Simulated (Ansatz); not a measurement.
**Geometry relaxation, with input and output: SnO (part 1 of 3)**

- system: SnO (Cmce, 8 atoms in the cell)
- method: DFT PBEsol, scalar-relativistic, plane waves, PAW, no spin polarisation (Ansatz 0.2.0)

The structure derives from a Materials Project entry. Figures and captions count atoms from 1; the log counts them from 0 in places.

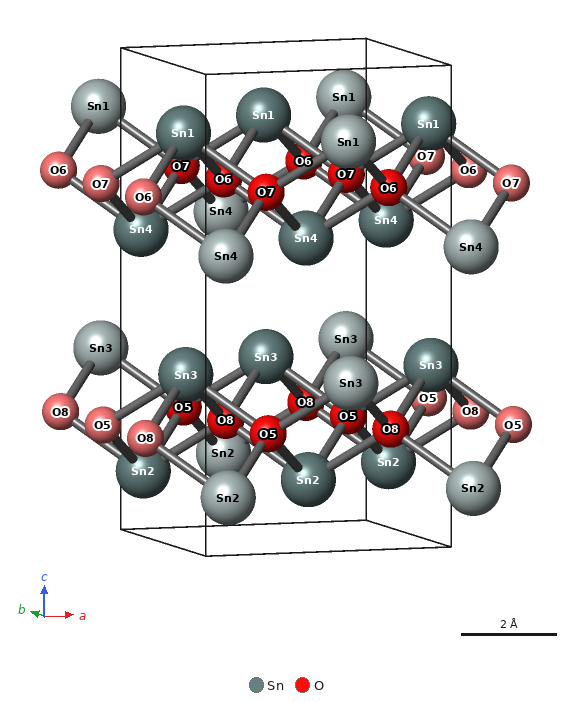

**Figure 1.** The input geometry (ball-and-stick view of the cell 2 times as large as that of the calculation, set on its symmetry axes, seen slightly off an axis; neighbours outside the cell are drawn fainter; atoms are numbered from 1 in the order of the input). An atom can appear more than once, as a periodic image. Near neighbours in the periodic cell (some may lie outside the picture): Sn has 4 O at 2.25 to 2.26 Å; O has 4 Sn at 2.25 to 2.26 Å.

## Input
```yaml
crystal:
  lattice:
    - [2.736912, -2.737796, 0.0]
    - [2.736912, 2.737796, 0.0]
    - [0.0, 0.0, 10.22196]
  atoms:
    - { symbol: Sn, position: [0.736547, 0.263453, 0.863858] }
    - { symbol: Sn, position: [0.263453, 0.736547, 0.136142] }
    - { symbol: Sn, position: [0.763453, 0.236547, 0.363858] }
    - { symbol: Sn, position: [0.236547, 0.763453, 0.636142] }
    - { symbol: O, position: [0.261944, 0.238056, 0.25] }
    - { symbol: O, position: [0.738056, 0.761944, 0.75] }
    - { symbol: O, position: [0.238056, 0.261944, 0.75] }
    - { symbol: O, position: [0.761944, 0.738056, 0.25] }
basis:
  ecutwfc: 420
kpoints:
  mp_grid: { grid: [10, 10, 4] }
hamiltonian:
  xc: pbesol
scf:
  occupations: { method: gaussian, width: 0.02 }
output:
  forces: true
  stress: true
  eigenvalues: true
relax:
  adjacent_minimum: "off"
  f_tol: 0.005
  max_steps: 80
  cell: { stress_tol: 0.05 }
```

Launch command:
```bash
ansatz run input.yaml --threads 2 --pin off --max-ram 5120MiB --backend cpu --events-out ev --progress --plain --runs-dir out
```

## Output
```
Engine: ansatz 0.2.0, x86_64-unknown-linux-gnu
Pseudopotentials: kind: paw
Pseudopotential: Sn, paw, valence charge 14, recommended cutoff 420 eV (normal), Sn.paw.azcp
Pseudopotential: O, paw, valence charge 6, recommended cutoff 420 eV (normal), O.paw.azcp
Functional definition: PBEsol
  exchange = pbesol_x
  correlation = pbesol_c
Crystal: 8 atoms, lattice volume = 153.188 Å³
Basis set: ecut = 420 eV, 3027 PW (Γ), exchange–correlation on 54×54×144 points (8 copies of the dense FFT grid, shifted against one another)
Bands: 48, of which v1, the nominal top of the filled ones, is band 40 counted from 1 (39 counted from 0)
Symmetry: 8 space group operations
Space group: Cmce (ITA 64), of the structure as read, at distance tolerance 5.4e-5 Å
k-points: 93 of 400
Non-local potential: Sn, projectors of the file, l = 0: 2, l = 1: 2, l = 2: 2, l = 3: 2
Non-local potential: O, projectors of the file, l = 0: 2, l = 1: 2, l = 2: 1
PAW form: soft (Blöchl's): semilocal exchange-correlation on the pseudo side does not see the compensation charge
PAW frozen core: Sn, regenerated for the run's functional, and the local potential with it (the file was generated under x = pbe(κ = 0.804, μ = 0.2195149727645171), c = pbe(β = 0.06672455060314922))
PAW frozen core: O, regenerated for the run's functional, and the local potential with it (the file was generated under x = pbe(κ = 0.804, μ = 0.2195149727645171), c = pbe(β = 0.06672455060314922))
PAW one-centre angular grid: Sn, 590 points (default); XC on 64 Gauss nodes
PAW one-centre angular grid: O, 110 points (default); XC on 64 Gauss nodes
Initial density: superposition of atomic densities (neutral atoms: chi_scale 0, normalization atom), corrected by the library's trained network
Initial wavefunctions: pseudopotential atomic-orbital guess
Functional: x = pbesol(κ = 0.804, μ = 0.12345679012345678), c = pbesol(β = 0.046)
SCF iter   1: F=—  HF=-26042.730113 eV  |F-HF|=—  |Δ(HF+E_count)|=         —  Δρ=1.28e-2  dr2=2.14e-1  ethr=1.77e-3  ⟨swp⟩=6.5  Hψ=17464  notcnv=0  defer=2
preconditioner: auto → Resta (q_TF=auto, 2.448 Å⁻¹)  ε∞=3.3  [insulator: Δε(μ)=0.394 eV  Ē_g=17.663 eV  σ=0.020 eV  W_gap=1.00  n_scr=38 (ndim 8)  ℏωp=26.8 eV  f_vac=0.036  D(μ)=0.00/eV (n_scr^D=0)  ε∞_Penn≈3.3]
SCF iter   2: F=—  HF=-26042.690059 eV  |F-HF|=—  |Δ(HF+E_count)|=   4.01e-2  Δρ=4.88e-3  dr2=3.49e-2  ethr=2.68e-4  ⟨swp⟩=2.7  Hψ=7564  notcnv=0  defer=291
SCF iter   3: F=—  HF=-26042.682723 eV  |F-HF|=—  |Δ(HF+E_count)|=   7.34e-3  Δρ=9.63e-4  dr2=1.53e-3  ethr=4.36e-5  ⟨swp⟩=2.0  Hψ=6006  notcnv=0  defer=291
SCF iter   4: F=—  HF=-26042.682773 eV  |F-HF|=—  |Δ(HF+E_count)|=   5.02e-5  Δρ=2.58e-4  dr2=9.67e-5  ethr=1.92e-6  ⟨swp⟩=2.0  Hψ=8339  notcnv=0  defer=291
SCF iter   5: F=—  HF=-26042.682754 eV  |F-HF|=—  |Δ(HF+E_count)|=   1.83e-5  Δρ=6.03e-5  dr2=7.25e-6  ethr=1.21e-7  ⟨swp⟩=2.0  Hψ=5661  notcnv=0  defer=291
SCF iter   6: F=—  HF=-26042.682756 eV  |F-HF|=—  |Δ(HF+E_count)|=   1.33e-6  Δρ=1.99e-5  dr2=6.85e-7  ethr=9.06e-9  ⟨swp⟩=2.0  Hψ=7859  notcnv=0  defer=291
SCF iter   7: F=-26042.682757 eV  HF=-26042.682756 eV  |F-HF|=3.35e-8  |Δ(HF+E_count)|=   7.00e-7  Δρ=4.47e-6  dr2=4.01e-8  ethr=1.25e-10  ⟨swp⟩=10.5  Hψ=19901  notcnv=0
SCF 1 converged in 7 iterations: F = -26042.682757 eV  dr2 = 4.01e-8
  greatest PAW one-centre occupation: 0.994 electrons in one spin orbital (limit 2), on the Sn atom at site 1 (counted from 0), in its partial waves of l = 2
relax step   1: F+E_penalty+E_count = -26042.68275651 eV  Δ(F+E_penalty+E_count) = +0.000e0 eV  max|allowed force component| = 3.816e-1 eV/Å  Δτ_max = 0.0000 Å  P = -4.048 GPa  Ω = 153.188 Å³  (7 SCF iters, dr2 threshold 1.00e-7 eV, accepted)
Crystal: 8 atoms, lattice volume = 139.253 Å³
Basis set: ecut = 420 eV, 2721 PW (Γ), exchange–correlation on 54×54×144 points (8 copies of the dense FFT grid, shifted against one another)
Initial density: handed on by an earlier stage of this run
Initial wavefunctions: those handed on with the density
iter 1 solved again at ethr=2.10e-4 eV; its pass at ethr=3.10e-3 eV (dr2=1.68e-1 eV) is discarded
SCF iter   1: F=—  HF=-26042.897848 eV  |F-HF|=—  |Δ(HF+E_count)|=         —  Δρ=1.14e-2  dr2=1.70e-1  ethr=2.10e-4  ⟨swp⟩=2.0  Hψ=23926  notcnv=0
preconditioner: auto → LDOS  [insulator: Δε(μ)=0.022 eV  Ē_g=17.980 eV  σ=0.020 eV  W_gap=0.55  n_scr=38 (ndim 8)  ℏωp=28.1 eV  f_vac=0.011  D(μ)=0.65/eV (n_scr^D=2)  ε∞_Penn≈3.5  β→1.0]
SCF iter   2: F=—  HF=-26042.907948 eV  |F-HF|=—  |Δ(HF+E_count)|=   1.01e-2  Δρ=7.80e-3  dr2=1.53e-1  ethr=2.10e-4  ⟨swp⟩=4.1  Hψ=10202  notcnv=0  defer=3
SCF iter   3: F=—  HF=-26042.854141 eV  |F-HF|=—  |Δ(HF+E_count)|=   5.38e-2  Δρ=1.30e-3  dr2=2.27e-3  ethr=1.92e-4  ⟨swp⟩=3.0  Hψ=9821  notcnv=0  defer=275
SCF iter   4: F=—  HF=-26042.853711 eV  |F-HF|=—  |Δ(HF+E_count)|=   4.30e-4  Δρ=3.86e-4  dr2=1.62e-4  ethr=2.84e-6  ⟨swp⟩=2.0  Hψ=8386  notcnv=0  defer=282
SCF iter   5: F=—  HF=-26042.853678 eV  |F-HF|=—  |Δ(HF+E_count)|=   3.21e-5  Δρ=8.15e-5  dr2=5.00e-6  ethr=2.03e-7  ⟨swp⟩=2.1  Hψ=6224  notcnv=0  defer=282
SCF iter   6: F=-26042.853680 eV  HF=-26042.853680 eV  |F-HF|=1.76e-7  |Δ(HF+E_count)|=   1.27e-6  Δρ=1.50e-5  dr2=1.45e-7  ethr=1.00e-9  ⟨swp⟩=10.8  Hψ=20567  notcnv=0
SCF 2 converged in 6 iterations: F = -26042.853680 eV  dr2 = 1.45e-7
relax step   2: F+E_penalty+E_count = -26042.85367994 eV  Δ(F+E_penalty+E_count) = -1.709e-1 eV  max|allowed force component| = 1.114e-1 eV/Å  Δτ_max = 0.1085 Å  P = +0.229 GPa  Ω = 139.253 Å³  energy of the carried Pulay correction = +3.986e-2 eV  (6 SCF iters, dr2 threshold 8.00e-7 eV, accepted)
Crystal: 8 atoms, lattice volume = 139.344 Å³
Basis set: ecut = 420 eV, 2713 PW (Γ), exchange–correlation on 54×54×144 points (8 copies of the dense FFT grid, shifted against one another)
iter 1 solved again at ethr=3.12e-5 eV; its pass at ethr=3.10e-3 eV (dr2=2.49e-2 eV) is discarded
SCF iter   1: F=—  HF=-26042.865891 eV  |F-HF|=—  |Δ(HF+E_count)|=         —  Δρ=5.49e-3  dr2=2.45e-2  ethr=3.12e-5  ⟨swp⟩=2.8  Hψ=24347  notcnv=0
preconditioner: auto → LDOS  [insulator: Δε(μ)=0.222 eV  Ē_g=18.045 eV  σ=0.020 eV  W_gap=0.71  n_scr=38 (ndim 8)  ℏωp=28.1 eV  f_vac=0.013  D(μ)=0.97/eV (n_scr^D=2)  ε∞_Penn≈3.4  β→1.0]
SCF iter   2: F=—  HF=-26042.866790 eV  |F-HF|=—  |Δ(HF+E_count)|=   8.98e-4  Δρ=2.97e-3  dr2=1.66e-2  ethr=3.06e-5  ⟨swp⟩=3.5  Hψ=9762  notcnv=0
SCF iter   3: F=—  HF=-26042.860264 eV  |F-HF|=—  |Δ(HF+E_count)|=   6.53e-3  Δρ=5.69e-4  dr2=3.91e-4  ethr=2.08e-5  ⟨swp⟩=3.1  Hψ=9588  notcnv=0  defer=2
SCF iter   4: F=—  HF=-26042.860148 eV  |F-HF|=—  |Δ(HF+E_count)|=   1.16e-4  Δρ=6.77e-5  dr2=3.84e-6  ethr=4.89e-7  ⟨swp⟩=2.0  Hψ=8180  notcnv=0  defer=2
SCF iter   5: F=-26042.860148 eV  HF=-26042.860149 eV  |F-HF|=5.57e-7  |Δ(HF+E_count)|=   9.58e-7  Δρ=2.45e-5  dr2=7.15e-7  ethr=1.00e-9  ⟨swp⟩=7.6  Hψ=20901  notcnv=0
SCF 3 converged in 5 iterations: F = -26042.860148 eV  dr2 = 7.15e-7
  greatest PAW one-centre occupation: 0.994 electrons in one spin orbital (limit 2), on the Sn atom at site 3 (counted from 0), in its partial waves of l = 2
relax step   3: F+E_penalty+E_count = -26042.86014847 eV  Δ(F+E_penalty+E_count) = -6.469e-3 eV  max|allowed force component| = 8.574e-2 eV/Å  Δτ_max = 0.0485 Å  P = +0.387 GPa  Ω = 139.344 Å³  energy of the carried Pulay correction = +3.959e-2 eV  (5 SCF iters, dr2 threshold 8.00e-7 eV, accepted)
Crystal: 8 atoms, lattice volume = 139.637 Å³
iter 1 solved again at ethr=3.48e-5 eV; its pass at ethr=3.10e-3 eV (dr2=2.78e-2 eV) is discarded
SCF iter   1: F=—  HF=-26042.867712 eV  |F-HF|=—  |Δ(HF+E_count)|=         —  Δρ=5.70e-3  dr2=2.75e-2  ethr=3.48e-5  ⟨swp⟩=3.6  Hψ=23585  notcnv=0
preconditioner: auto → LDOS  [metal: Δε(μ)=0.005 eV  Ē_g=18.019 eV  σ=0.020 eV  W_gap=0.13  n_scr=38 (ndim 8)  ℏωp=28.1 eV  f_vac=0.013  D(μ)=0.91/eV (n_scr^D=2)  β→1.0]
SCF iter   2: F=—  HF=-26042.868817 eV  |F-HF|=—  |Δ(HF+E_count)|=   1.11e-3  Δρ=3.19e-3  dr2=1.89e-2  ethr=3.44e-5  ⟨swp⟩=3.6  Hψ=9785  notcnv=0  defer=1
SCF iter   3: F=—  HF=-26042.861396 eV  |F-HF|=—  |Δ(HF+E_count)|=   7.42e-3  Δρ=5.85e-4  dr2=3.95e-4  ethr=2.37e-5  ⟨swp⟩=3.1  Hψ=9624  notcnv=0  defer=2
SCF iter   4: F=—  HF=-26042.861285 eV  |F-HF|=—  |Δ(HF+E_count)|=   1.11e-4  Δρ=7.95e-5  dr2=5.74e-6  ethr=4.94e-7  ⟨swp⟩=2.0  Hψ=8192  notcnv=0  defer=2
SCF iter   5: F=—  HF=-26042.861285 eV  |F-HF|=—  |Δ(HF+E_count)|=   3.87e-7  Δρ=3.64e-5  dr2=1.52e-6  ethr=7.37e-10  ⟨swp⟩=8.3  Hψ=21295  notcnv=0
SCF iter   6: F=-26042.861285 eV  HF=-26042.861285 eV  |F-HF|=3.42e-9  |Δ(HF+E_count)|=   2.49e-7  Δρ=4.12e-6  dr2=1.28e-8  ethr=7.37e-10  ⟨swp⟩=6.0  Hψ=16794  notcnv=0
SCF 4 converged in 6 iterations: F = -26042.861285 eV  dr2 = 1.28e-8
relax step   4: F+E_penalty+E_count = -26042.86128492 eV  Δ(F+E_penalty+E_count) = -1.136e-3 eV  max|allowed force component| = 5.211e-2 eV/Å  Δτ_max = 0.0516 Å  P = -0.024 GPa  Ω = 139.637 Å³  energy of the carried Pulay correction = +3.871e-2 eV  (6 SCF iters, dr2 threshold 5.90e-7 eV, accepted)
Crystal: 8 atoms, lattice volume = 138.998 Å³
Basis set: ecut = 420 eV, 2697 PW (Γ), exchange–correlation on 54×54×144 points (8 copies of the dense FFT grid, shifted against one another)
iter 1 solved again at ethr=6.70e-6 eV; its pass at ethr=3.10e-3 eV (dr2=5.36e-3 eV) is discarded
SCF iter   1: F=—  HF=-26042.866059 eV  |F-HF|=—  |Δ(HF+E_count)|=         —  Δρ=2.55e-3  dr2=5.39e-3  ethr=6.70e-6  ⟨swp⟩=3.0  Hψ=19340  notcnv=0
preconditioner: auto → LDOS  [insulator: Δε(μ)=0.183 eV  Ē_g=18.013 eV  σ=0.020 eV  W_gap=0.67  n_scr=38 (ndim 8)  ℏωp=28.2 eV  f_vac=0.012  D(μ)=0.89/eV (n_scr^D=2)  ε∞_Penn≈3.4  β→1.0]
SCF iter   2: F=—  HF=-26042.866282 eV  |F-HF|=—  |Δ(HF+E_count)|=   2.23e-4  Δρ=1.38e-3  dr2=3.86e-3  ethr=6.70e-6  ⟨swp⟩=2.8  Hψ=9214  notcnv=0
SCF iter   3: F=—  HF=-26042.864843 eV  |F-HF|=—  |Δ(HF+E_count)|=   1.44e-3  Δρ=2.70e-4  dr2=9.52e-5  ethr=4.82e-6  ⟨swp⟩=2.2  Hψ=8954  notcnv=0
SCF iter   4: F=—  HF=-26042.864818 eV  |F-HF|=—  |Δ(HF+E_count)|=   2.49e-5  Δρ=3.39e-5  dr2=9.03e-7  ethr=1.19e-7  ⟨swp⟩=2.0  Hψ=8186  notcnv=0
SCF iter   5: F=-26042.864818 eV  HF=-26042.864818 eV  |F-HF|=9.26e-8  |Δ(HF+E_count)|=   1.31e-7  Δρ=1.12e-5  dr2=1.29e-7  ethr=2.12e-10  ⟨swp⟩=6.6  Hψ=20191  notcnv=0
SCF 5 converged in 5 iterations: F = -26042.864818 eV  dr2 = 1.29e-7
relax step   5: F+E_penalty+E_count = -26042.86481772 eV  Δ(F+E_penalty+E_count) = -3.533e-3 eV  max|allowed force component| = 2.701e-2 eV/Å  Δτ_max = 0.0231 Å  P = -0.091 GPa  Ω = 138.998 Å³  energy of the carried Pulay correction = +4.062e-2 eV  (5 SCF iters, dr2 threshold 1.70e-7 eV, accepted)
Crystal: 8 atoms, lattice volume = 138.952 Å³
iter 1 solved again at ethr=7.52e-8 eV; its pass at ethr=3.10e-3 eV (dr2=6.02e-5 eV) is discarded
SCF iter   1: F=—  HF=-26042.865018 eV  |F-HF|=—  |Δ(HF+E_count)|=         —  Δρ=2.76e-4  dr2=6.06e-5  ethr=7.52e-8  ⟨swp⟩=2.6  Hψ=20321  notcnv=0
preconditioner: auto → LDOS  [insulator: Δε(μ)=0.203 eV  Ē_g=18.028 eV  σ=0.020 eV  W_gap=0.68  n_scr=38 (ndim 8)  ℏωp=28.2 eV  f_vac=0.011  D(μ)=0.91/eV (n_scr^D=2)  ε∞_Penn≈3.4  β→1.0]
SCF iter   2: F=—  HF=-26042.865021 eV  |F-HF|=—  |Δ(HF+E_count)|=   3.31e-6  Δρ=1.37e-4  dr2=2.75e-5  ethr=7.52e-8  ⟨swp⟩=2.0  Hψ=8186  notcnv=0
SCF iter   3: F=—  HF=-26042.865005 eV  |F-HF|=—  |Δ(HF+E_count)|=   1.59e-5  Δρ=3.69e-5  dr2=2.35e-6  ethr=3.44e-8  ⟨swp⟩=2.0  Hψ=8186  notcnv=0
SCF iter   4: F=—  HF=-26042.865005 eV  |F-HF|=—  |Δ(HF+E_count)|=   7.09e-7  Δρ=5.62e-6  dr2=4.60e-8  ethr=2.93e-9  ⟨swp⟩=2.0  Hψ=8174  notcnv=0
SCF iter   5: F=-26042.865004 eV  HF=-26042.865004 eV  |F-HF|=2.42e-9  |Δ(HF+E_count)|=   3.06e-9  Δρ=1.87e-6  dr2=4.17e-9  ethr=5.70e-11  ⟨swp⟩=6.3  Hψ=17851  notcnv=0
SCF 6 converged in 5 iterations: F = -26042.865004 eV  dr2 = 4.17e-9
relax step   6: F+E_penalty+E_count = -26042.86500450 eV  Δ(F+E_penalty+E_count) = -1.868e-4 eV  max|allowed force component| = 1.738e-2 eV/Å  Δτ_max = 0.0025 Å  P = +0.055 GPa  Ω = 138.952 Å³  energy of the carried Pulay correction = +4.076e-2 eV  (5 SCF iters, dr2 threshold 4.56e-8 eV, accepted)
Crystal: 8 atoms, lattice volume = 138.981 Å³
iter 1 solved again at ethr=6.87e-9 eV; its pass at ethr=3.10e-3 eV (dr2=5.50e-6 eV) is discarded
SCF iter   1: F=—  HF=-26042.864947 eV  |F-HF|=—  |Δ(HF+E_count)|=         —  Δρ=8.69e-5  dr2=5.78e-6  ethr=6.87e-9  ⟨swp⟩=3.1  Hψ=20803  notcnv=0
preconditioner: auto → LDOS  [insulator: Δε(μ)=0.198 eV  Ē_g=18.023 eV  σ=0.020 eV  W_gap=0.68  n_scr=38 (ndim 8)  ℏωp=28.2 eV  f_vac=0.012  D(μ)=0.90/eV (n_scr^D=2)  ε∞_Penn≈3.4  β→1.0]
SCF iter   2: F=—  HF=-26042.864953 eV  |F-HF|=—  |Δ(HF+E_count)|=   5.39e-6  Δρ=3.53e-5  dr2=1.31e-6  ethr=6.87e-9  ⟨swp⟩=2.0  Hψ=8186  notcnv=0
SCF iter   3: F=—  HF=-26042.864952 eV  |F-HF|=—  |Δ(HF+E_count)|=   4.21e-7  Δρ=1.27e-5  dr2=2.92e-7  ethr=1.64e-9  ⟨swp⟩=2.0  Hψ=8186  notcnv=0
SCF iter   4: F=-26042.864952 eV  HF=-26042.864952 eV  |F-HF|=6.48e-9  |Δ(HF+E_count)|=   8.54e-8  Δρ=2.43e-6  dr2=8.02e-9  ethr=2.42e-11  ⟨swp⟩=4.0  Hψ=19820  notcnv=0
SCF 7 converged in 4 iterations: F = -26042.864952 eV  dr2 = 8.02e-9
relax step   7: F+E_penalty+E_count = -26042.86495204 eV  Δ(F+E_penalty+E_count) = +5.246e-5 eV  max|allowed force component| = 2.206e-4 eV/Å  Δτ_max = 0.0007 Å  P = -0.001 GPa  Ω = 138.981 Å³  energy of the carried Pulay correction = +4.068e-2 eV  (4 SCF iters, dr2 threshold 1.94e-8 eV, accepted)
Initial wavefunctions: pseudopotential atomic-orbital guess (no wavefunctions were taken with the density)
iter 1 solved again at ethr=2.07e-7 eV; its pass at ethr=3.10e-3 eV (dr2=1.66e-4 eV) is discarded
```
